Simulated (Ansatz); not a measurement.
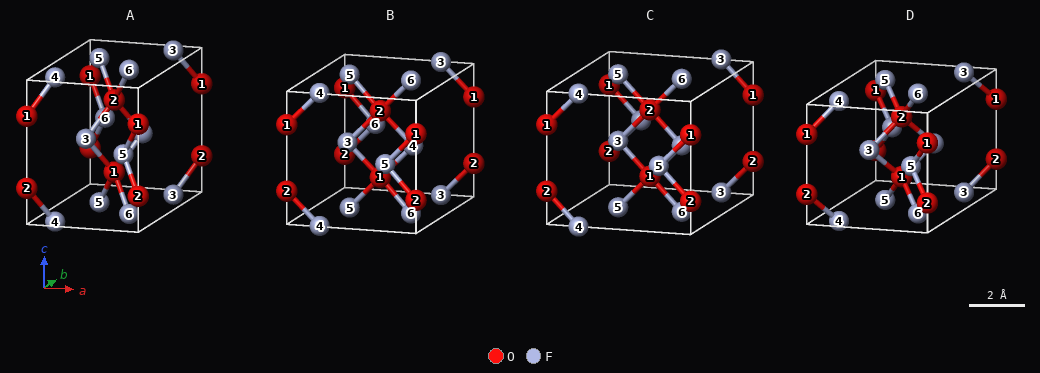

4 geometries from one relaxation of solid OF2 (built on the SiS2-72 type type), in shuffled order. A ball-and-stick model of the conventional cell (2 times the calculation's cell), seen slightly off an axis. Lengths and directions refer to the drawn axes.

These are results of DFT, PBEsol, plane waves, PAW in Ansatz, not measurements. (plane-wave cutoff 420 eV; k-point mesh 6 × 6 × 6; occupations fermi dirac; smearing width 0.03 eV; no spin polarisation; cell and atoms relaxed; force threshold 0.01 eV/Å; at most 120 steps)

Put them in the order of the run, from the start to the converged end.

D, A, B, C. They are steps 0, 5, 11, 38, at +717 meV per atom, +307 meV per atom, +44.8 meV per atom relative to the last. Over 30 accepted moves (38 points after the start) the energy falls by 717 meV per atom. The largest force component goes from 0.45 to 0.00048 eV/Å. Pressure: 17.50 GPa at the start and 0.00 GPa at the end. At 8 points the geometry stayed and the basis and grid were re-selected for the new cell (energy shift of 19.6 meV per atom at most each time). The largest moves relative to the cell, 0.83 Å, are those of F3, F4, F5 and F6. F6 goes roughly along +b. O stays in place. The volume changes by +20.0 %, with a 4.627 → 5.514 Å (+19.2 %), b 7.904 → 7.180 Å (−9.2 %), c 4.465 → 4.949 Å (+10.8 %). Some distances before and after: O1–F3 1.716 → 1.736 Å. The space group (tolerance 0.01 Å) goes from Ibam (No. 72) to Cmmm (No. 65).
